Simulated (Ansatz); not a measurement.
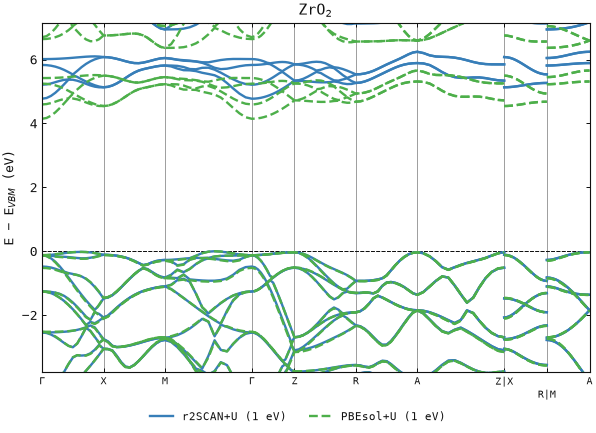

Band structures of ZrO2, space group P4_2/nmc (No. 137), 6 atoms in the cell (a = 3.596 Å, c = 5.177 Å (tetragonal axes)), by two methods on the same cell. Each is counted from its own valence-band top.

Question: How do the methods compare?

Answer: r2SCAN+U (1 eV) gives a gap of 4.77 eV along the path and PBEsol+U (1 eV) gives a gap of 4.15 eV along the path. Over the top 3 filled bands the two differ by 0.01 eV on average.

Settings. r2SCAN+U (1 eV): Zr d U = 1 eV, Ansatz PAW, no spin polarisation, no spin-orbit coupling, 7×7×5 k mesh, 500 eV cutoff, Fermi-Dirac smearing of 0.05 eV (Ansatz). PBEsol+U (1 eV): Zr d U = 1 eV, Ansatz PAW, no spin polarisation, no spin-orbit coupling, 7×7×5 k mesh, 420 eV cutoff, Fermi-Dirac smearing of 0.05 eV (Ansatz 0.2.0).

The PAW data sets were made with another functional. The usual form of ZrO2 is monoclinic.
